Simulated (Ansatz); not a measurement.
# AlNi₃: single-point calculation

AlNi₃ (4 atoms in the cell), computed with DFT PBE, scalar-relativistic, plane waves, PAW, PAW set soft_1, no spin polarisation (Ansatz 0.2.0).

The structure derives from a Materials Project entry.

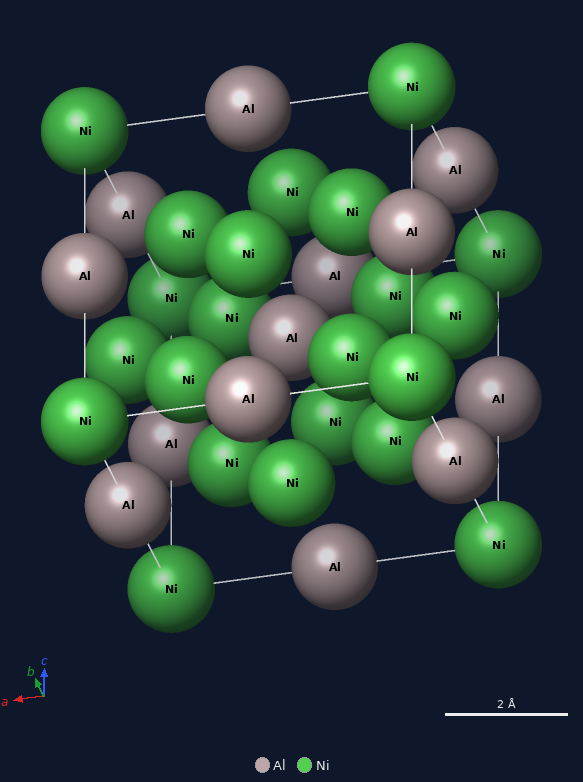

**Figure 1.** The input geometry (spheres-only view of the cell 4 times as large as that of the calculation, set on its symmetry axes, seen at an oblique angle).

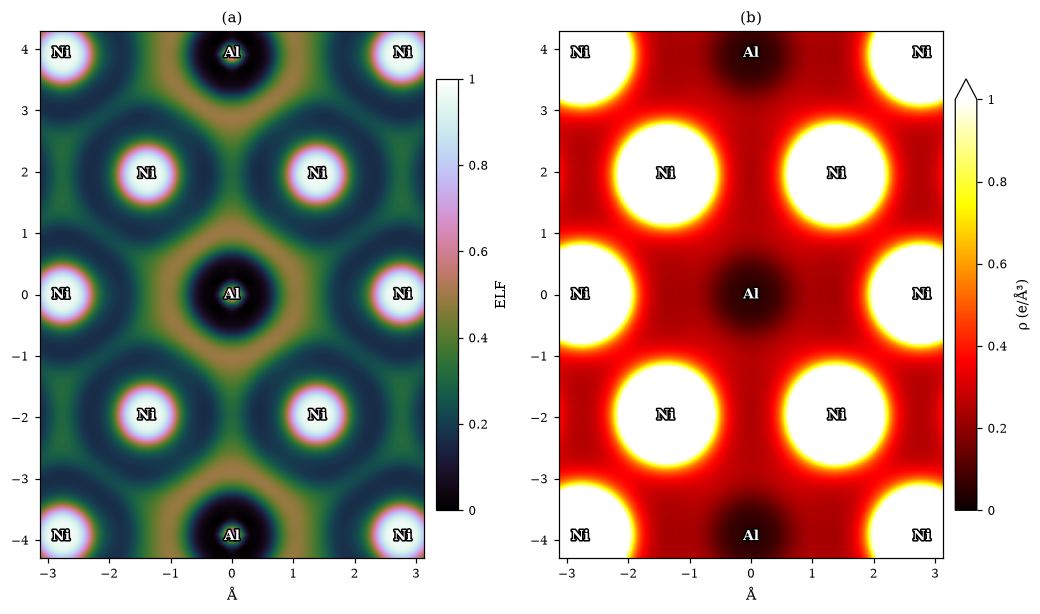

**Figure 2.** (a) electron localisation function; (b) valence pseudo-density on the (110) plane of the conventional cell. Atoms in the plane: Al and Ni. Al–Ni (2.41 Å): ρ at the midpoint is about 0.33 e/Å³; the ELF is about 0.35 at the midpoint, which marks metallic bonding. Ni–Ni (2.41 Å): ρ is about 0.36 e/Å³ halfway; the ELF is about 0.25 at the midpoint; no shared electron pair. Away from the nuclei the density in this plane falls to 0.23 e/Å³ at its lowest. The strong features right at Ni lie inside the PAW spheres (semicore, d or f shells) and say nothing about bonding. Core electrons are frozen (PAW), so the fields are smoothed inside the atomic spheres.

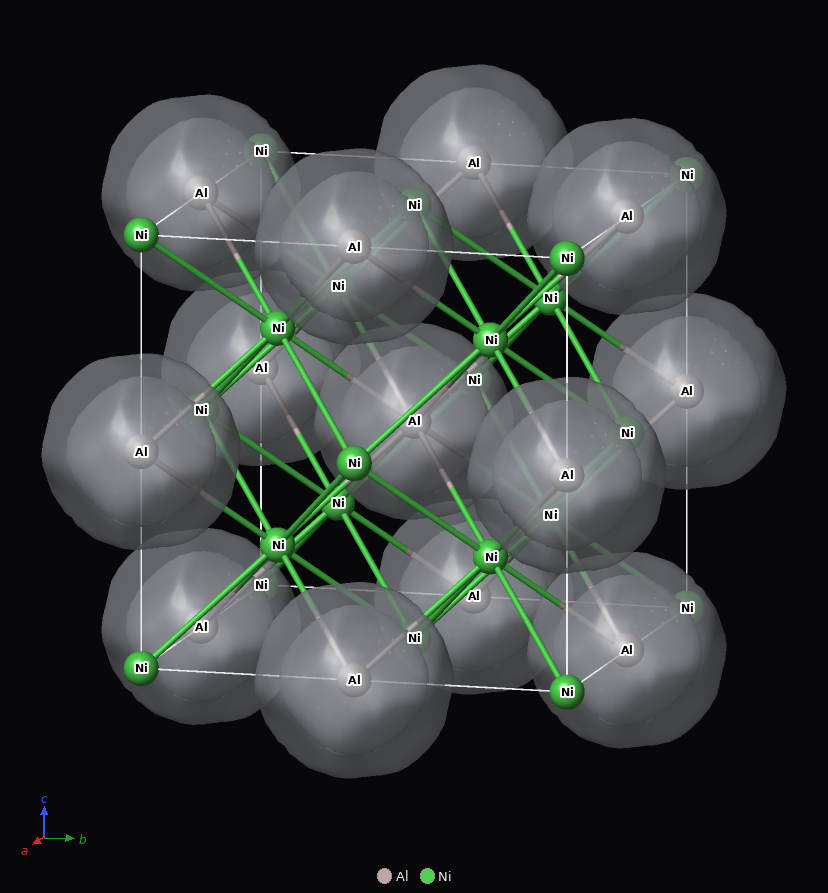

**Figure 3.** Isosurface of the electron localisation function at 0.45 (grey), seen slightly off an axis. Core shells and regions of very low density are left out. Sticks mark near contacts. The outline is the cell set on symmetry axes. Values along the shortest contacts: Ni–Ni (2.41 Å): the ELF is about 0.25 at the midpoint; no shared electron pair.

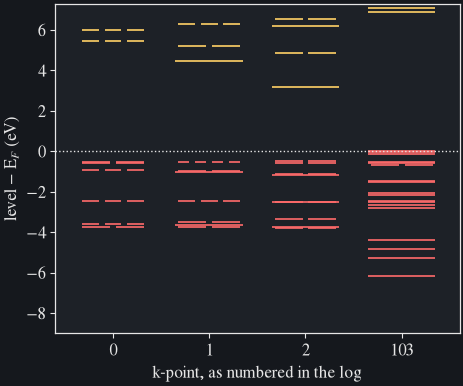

**Figure 4.** Kohn–Sham levels near the Fermi level (dotted) at the few k-points that the log prints; levels within 0.02 eV of each other stand side by side. The system is metallic on the full mesh.

The input and output of the run follow.

The input
```yaml
crystal:
  lattice:
    - [0.0, 2.7845234571, 2.7845234571]
    - [2.7845234571, 0.0, 2.7845234571]
    - [2.7845234571, 2.7845234571, 0.0]
  atoms:
    - { symbol: Al, position: [0.5, 0.5, 0.5] }
    - { symbol: Ni, position: [0.25, 0.25, 0.25] }
    - { symbol: Ni, position: [0.0, 0.0, 0.0] }
    - { symbol: Ni, position: [0.75, 0.75, 0.75] }
basis:
  ecutwfc: 520.0
kpoints:
  mp_grid: { grid: [14, 14, 14] }
hamiltonian:
  xc: pbe
  pseudopotentials: { kind: paw, azcp: { folder: soft_1 } }
scf:
  occupations: { method: gaussian, width: 0.15 }
output:
  forces: true
  stress: true
  eigenvalues: true
  write_density: true
  write_potential: true
  elf: true
  volumetric_format: npy
```

Command:
```bash
ansatz run input.yaml --threads 4 --pin off --max-ram 8192MiB --backend cpu --events-out ev --progress --plain --runs-dir out
```

What the program printed
```
Engine: ansatz 0.2.0, aarch64-unknown-linux-gnu
Pseudopotentials: kind: paw
Pseudopotential: Al, paw, valence charge 3, recommended cutoff 420 eV (normal), [file]
Pseudopotential: Ni, paw, valence charge 18, recommended cutoff 420 eV (normal), [file]
Functional definition: PBE
  parameter kappa = 0.804
  parameter beta = 0.06672455060314922
  exchange = pbe_x(kappa = kappa, mu = beta*pi^2/3)
  correlation = pbe_c(beta = beta)
Crystal: 4 atoms, lattice volume = 43.180 Å³
Basis set: ecut = 520 eV, 1211 PW (Γ), exchange–correlation on 60×60×60 points (8 copies of the dense FFT grid, shifted against one another)
Bands: 35, of which v1, the nominal top of the filled ones, is band 29 counted from 1 (28 counted from 0)
Symmetry: 48 space group operations
Space group: Fm-3m (ITA 225), of the structure as read, at distance tolerance 3.5e-5 Å
k-points: 104 of 2744
Non-local potential: Al, projectors of the file, l = 0: 2, l = 1: 2, l = 2: 1
Non-local potential: Ni, projectors of the file, l = 0: 3, l = 1: 2, l = 2: 3, l = 3: 1
PAW form: soft (Blöchl's): semilocal exchange-correlation on the pseudo side does not see the compensation charge
PAW one-centre angular grid: Al, 110 points (default); XC on 64 Gauss nodes
PAW one-centre angular grid: Ni, 590 points (default); XC on 64 Gauss nodes
Initial density: superposition of atomic densities (chi_scale 0.1, normalization cell, long waves kept (reshape's long-wave potential 0.00 eV rms))
Initial wavefunctions: pseudopotential atomic-orbital guess
Functional: x = pbe(κ = 0.804, μ = 0.2195149727645171), c = pbe(β = 0.06672455060314922)
SCF iter   1: F=—  HF=-18058.618833 eV  |F-HF|=—  |Δ(HF+E_count)|=         —  Δρ=6.83e-2  dr2=1.80e0  ethr=3.10e-3  ⟨swp⟩=5.1  Hψ=14598  notcnv=0
preconditioner: auto → Kerker (q_TF=auto, 2.858 Å⁻¹)  [metal: Δε(μ)=0.003 eV  Ē_g=8.000 eV  σ=0.150 eV  W_gap=0.01  n_scr=14 (ndim 8)  ℏωp=32.5 eV  f_vac=0.000  D(μ)=2.18/eV (n_scr^D=14)]
SCF iter   2: F=—  HF=-18058.325864 eV  |F-HF|=—  |Δ(HF+E_count)|=   2.93e-1  Δρ=2.93e-2  dr2=5.34e-1  ethr=3.10e-3  ⟨swp⟩=2.3  Hψ=5033  notcnv=0  defer=131
SCF iter   3: F=—  HF=-18058.165537 eV  |F-HF|=—  |Δ(HF+E_count)|=   1.60e-1  Δρ=1.72e-2  dr2=1.65e-1  ethr=9.37e-4  ⟨swp⟩=2.0  Hψ=4601  notcnv=0  defer=131
SCF iter   4: F=—  HF=-18058.119872 eV  |F-HF|=—  |Δ(HF+E_count)|=   4.57e-2  Δρ=4.58e-3  dr2=6.89e-3  ethr=2.90e-4  ⟨swp⟩=2.0  Hψ=5482  notcnv=0  defer=131
SCF iter   5: F=—  HF=-18058.118647 eV  |F-HF|=—  |Δ(HF+E_count)|=   1.23e-3  Δρ=1.32e-3  dr2=9.33e-4  ethr=1.21e-5  ⟨swp⟩=2.6  Hψ=6770  notcnv=0  defer=124
SCF iter   6: F=—  HF=-18058.118477 eV  |F-HF|=—  |Δ(HF+E_count)|=   1.69e-4  Δρ=3.10e-4  dr2=2.67e-5  ethr=1.64e-6  ⟨swp⟩=2.0  Hψ=5240  notcnv=0  defer=124
SCF iter   7: F=—  HF=-18058.118477 eV  |F-HF|=—  |Δ(HF+E_count)|=   1.46e-7  Δρ=1.82e-4  dr2=1.01e-5  ethr=4.68e-8  ⟨swp⟩=2.0  Hψ=6557  notcnv=0  defer=125
SCF iter   8: F=—  HF=-18058.118476 eV  |F-HF|=—  |Δ(HF+E_count)|=   8.73e-7  Δρ=4.78e-5  dr2=7.74e-7  ethr=1.78e-8  ⟨swp⟩=1.6  Hψ=3615  notcnv=0  defer=125
SCF iter   9: F=-18058.118476 eV  HF=-18058.118476 eV  |F-HF|=4.60e-8  |Δ(HF+E_count)|=   1.07e-7  Δρ=1.18e-5  dr2=4.82e-8  ethr=1.75e-10  ⟨swp⟩=13.0  Hψ=28121  notcnv=0
SCF 1 converged in 9 iterations: F = -18058.118476 eV  dr2 = 4.82e-8
  greatest PAW one-centre occupation: 1.001 electrons in one spin orbital (limit 2), on the Ni atom at site 3 (counted from 0), in its partial waves of l = 1
SCF converged after 9 iterations
Free energy (F): -18058.118476 eV
Harris-Foulkes:  -18058.118476 eV  (|F-HF|=4.60e-8)
Internal energy: -18058.087466 eV  (E = F + TS)
E sigma→0 (E₀):  -18058.102971 eV
Entropy (-TS):   -0.031010 eV (-7.753 meV/atom)
Fermi energy:    16.663734 eV
--- Per-component energies (eV) ---
  E_band       = -891.967515
  E_kinetic    = 1052.760945
  E_local      = -9673.661144  (includes V_loc(G=0)·N_el)
  E_nonlocal   = -339.888087
  E_hartree    = 5175.860248
  E_xc         = -379.895993
  E_vxc        = -470.871683  (∫ρ·V_xc dr)
  E_paw        = -5445.774467  (= ΣΔE_a)
  E_vpaw       = -1812.038432  (= ΣTr[D̂ρ^β])
  E_aug_tail   = 0.001252  (compensation charges beyond the density's cutoff)
  E_ewald      = -8447.490220
  E_smearing   = -0.031010  (= −TS)
  E_closure    = -0.000000  (closes the sum)
  Σ components = -18058.118476   (vs F -18058.118476, Δ=0.00e0)
--- Forces (eV/Å), atoms counted from 1 ---
  atom   1  Al    -0.00000000     0.00000000     0.00000000
  atom   2  Ni     0.00000000     0.00000000    -0.00000000
  atom   3  Ni    -0.00000000     0.00000000    -0.00000000
  atom   4  Ni     0.00000000     0.00000000     0.00000000
  max |Σ_I F_I| component: 5.55e-17 eV/Å
--- Stress (GPa, compression-positive) ---
       11.205717      -0.000000       0.000000
        0.000000      11.205717       0.000000
       -0.000000      -0.000000      11.205717
  P = ⅓ Tr σ = 11.2057 GPa (112.057 kbar)
--- Band table (eV; the first three rows and the last of 104) ---
  k-point 0: bands = ["-86.4019", "-86.3921", "-86.1594", "-46.8260", "-46.8260", "-46.8260", "-46.8139", "-46.8139", "-46.8139", "-46.5598", "-46.5598", "-46.5598", "6.2801", "12.9324", "12.9324", "13.0738", "13.0738", "13.0738", "14.2050", "14.2050", "14.2050", "15.7259", "15.7259", "15.7259", "16.0945", "16.0945", "16.1235", "16.1235", "22.1370", "22.1370", "22.1370", "22.6544", "22.6544", "22.6544", "24.0002"]
  k-point 1: bands = ["-86.4017", "-86.3922", "-86.1595", "-46.8282", "-46.8264", "-46.8264", "-46.8137", "-46.8137", "-46.8114", "-46.5602", "-46.5595", "-46.5595", "6.3573", "12.8970", "12.8970", "13.0319", "13.1514", "13.1514", "14.1949", "14.1964", "14.1964", "15.6540", "15.6763", "15.6763", "16.1126", "16.1126", "16.1187", "16.1187", "21.1360", "21.8706", "21.8706", "22.9396", "22.9396", "22.9468", "24.3525"]
  k-point 2: bands = ["-86.4012", "-86.3925", "-86.1598", "-46.8314", "-46.8275", "-46.8275", "-46.8133", "-46.8133", "-46.8074", "-46.5611", "-46.5589", "-46.5589", "6.5873", "12.8672", "12.8672", "12.9047", "13.3024", "13.3024", "14.1350", "14.1738", "14.1738", "15.4776", "15.5530", "15.5530", "16.0926", "16.0926", "16.1569", "16.1569", "19.8313", "21.5205", "21.5205", "22.8638", "23.1848", "23.1848", "24.7712"]
  k-point 103: bands = ["-86.3960", "-86.3955", "-86.1620", "-46.8560", "-46.8328", "-46.8306", "-46.8198", "-46.7942", "-46.7935", "-46.5648", "-46.5591", "-46.5504", "10.4981", "11.3893", "11.8150", "12.2844", "13.8386", "13.9993", "14.1293", "14.1852", "14.4977", "14.6210", "15.1439", "15.2150", "15.9819", "15.9950", "16.0887", "16.1381", "16.5421", "16.6288", "16.6623", "23.5640", "23.7230", "25.1638", "25.2348"]
```

Key numbers

```csv
quantity,value
outcome,converged
space group (tolerance 0.01 Å),Fm-3m (225)
electrons treated,57
free energy,−18058.1185 eV
Fermi energy,16.664 eV
gap on the k-point mesh,none (metallic)
pressure,11.21 GPa
largest force (length of the vector),under 0.001 eV/Å
hardware,"4 threads of Arm Neoverse N1, 98 GiB of memory available, shared host"
wall time,7.6 s (CPU time 28 s)
peak memory,0.47 GiB
```

Notes

The run has no spin polarisation, so a magnetic state may lie lower. The cell is under a pressure of 11.2 GPa at this level, so it is not at its equilibrium volume.
